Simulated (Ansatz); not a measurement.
# Ti: geometry relaxation (part 3 of 3)

Ti (slab, 16 atoms in the cell); DFT PBE+D3(BJ), scalar-relativistic, plane waves, PAW, no spin polarisation (Ansatz 0.2.0); cutoff 420 eV, 4×4×1 k-mesh, Gaussian smearing of 0.1 eV. The structure derives from an entry of the Crystallography Open Database. The input holds or restrains some coordinates. Forces given for the steps count only the free coordinates. It belongs to a series of runs on one base structure; here: clean slab, lower planes held.

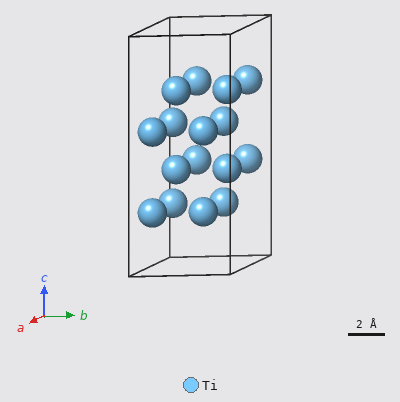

**Figure 1.** The geometry at step 4 of the log (spheres-only view of the cell of the calculation, with the vacuum cut short, seen slightly off an axis).

### Input file
```yaml
crystal:
  lattice:
    - [5.7729299511, 0.0, 0.0]
    - [-2.8864649755, 4.9995039919, 0.0]
    - [0.0, 0.0, 22.8611234734]
  atoms:
    - { symbol: Ti, position: [0.3333333333, 0.1666666667, 0.3499390574] }
    - { symbol: Ti, position: [0.3333333333, 0.6666666667, 0.3499390574] }
    - { symbol: Ti, position: [0.8333333333, 0.1666666667, 0.3499390574] }
    - { symbol: Ti, position: [0.8333333333, 0.6666666667, 0.3499390574] }
    - { symbol: Ti, position: [0.1666666667, 0.3333333333, 0.4499796858] }
    - { symbol: Ti, position: [0.1666666667, 0.8333333333, 0.4499796858] }
    - { symbol: Ti, position: [0.6666666667, 0.3333333333, 0.4499796858] }
    - { symbol: Ti, position: [0.6666666667, 0.8333333333, 0.4499796858] }
    - { symbol: Ti, position: [0.3333333333, 0.1666666667, 0.5500203142] }
    - { symbol: Ti, position: [0.3333333333, 0.6666666667, 0.5500203142] }
    - { symbol: Ti, position: [0.8333333333, 0.1666666667, 0.5500203142] }
    - { symbol: Ti, position: [0.8333333333, 0.6666666667, 0.5500203142] }
    - { symbol: Ti, position: [0.1666666667, 0.3333333333, 0.6500609426] }
    - { symbol: Ti, position: [0.1666666667, 0.8333333333, 0.6500609426] }
    - { symbol: Ti, position: [0.6666666667, 0.3333333333, 0.6500609426] }
    - { symbol: Ti, position: [0.6666666667, 0.8333333333, 0.6500609426] }
basis:
  ecutwfc: 420
kpoints:
  mp_grid: { grid: [4, 4, 1] }
hamiltonian:
  xc: pbe
  dispersion: d3bj
scf:
  occupations: { method: gaussian, width: 0.1 }
output:
  forces: true
  eigenvalues: true
  write_density: true
  write_potential: true
  elf: true
  volumetric_format: npy
relax:
  adjacent_minimum: "off"
  f_tol: 0.03
  max_steps: 70
  constraints: [{ sites: [0, 1, 2, 3, 4, 5, 6, 7] }]
efield:
  axis: 3
  dipole_correction: true
  ramp_width: 0.04
```

Run as:
```bash
ansatz run input.yaml --threads 4 --pin off --max-ram 10240MiB --backend cpu --events-out ev --progress --plain --runs-dir out
```

### Key numbers

```tsv
quantity	value
outcome	converged under the restraints of the input
electrons treated	192
free energy	−39994.7704 eV
work function, top face	4.49 eV
work function, bottom face	4.54 eV
Fermi energy	3.133 eV
gap on the k-point mesh	none (metallic)
final volume	659.81 Å³
work function (upper face)	4.49 eV
largest force (length of the vector) at the end, held atoms and coordinates included	0.492 eV/Å
hardware	4 threads of Arm Neoverse V1, 24 GiB of memory available, shared host
wall time	46 s (CPU time 2.4 min)
peak memory	1.4 GiB
```

### Remarks

Warnings of the run: the exchange-correlation potential is rough where the density is thin.
